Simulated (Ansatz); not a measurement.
```
CELL_PARAMETERS angstrom
6.42382 0.00000 0.00000
0.00000 6.42382 0.00000
0.00000 0.00000 6.42382
ATOMIC_POSITIONS crystal
Ba 0.00000 0.00000 0.00000
Ba 0.50000 0.50000 0.00000
Ba 0.50000 0.00000 0.50000
Ba 0.00000 0.50000 0.50000
S 0.50000 0.00000 0.00000
S 0.00000 0.50000 0.00000
S 0.00000 0.00000 0.50000
S 0.50000 0.50000 0.50000
```

Space group Fm-3m; started from the measured structure prototype, which need not be the ambient phase.

All numbers below come from DFT, r2SCAN, plane waves, PAW (Ansatz 0.2.0).

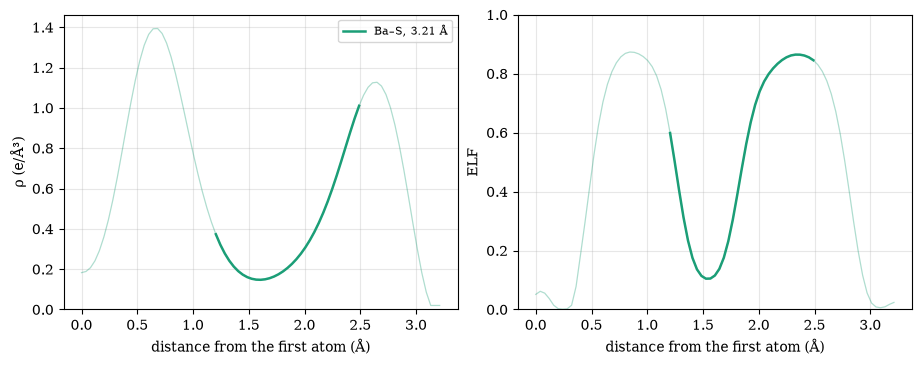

BaS. Valence charge density (pseudo) and ELF along straight lines between neighbouring atoms. Thin, pale parts lie inside the atomic spheres.

In a PAW calculation such maps are meaningful between the atoms, not at the nuclei.

### What kind of bonding do the profiles show?

Ba–S (3.21 Å): ρ at the midpoint is about 0.15 e/Å³; the ELF peaks at about 0.85 in the valence shell of S, 0.9 Å from its nucleus, and drops to about 0.10 between the two atoms: an ionic contact with no shared pair.
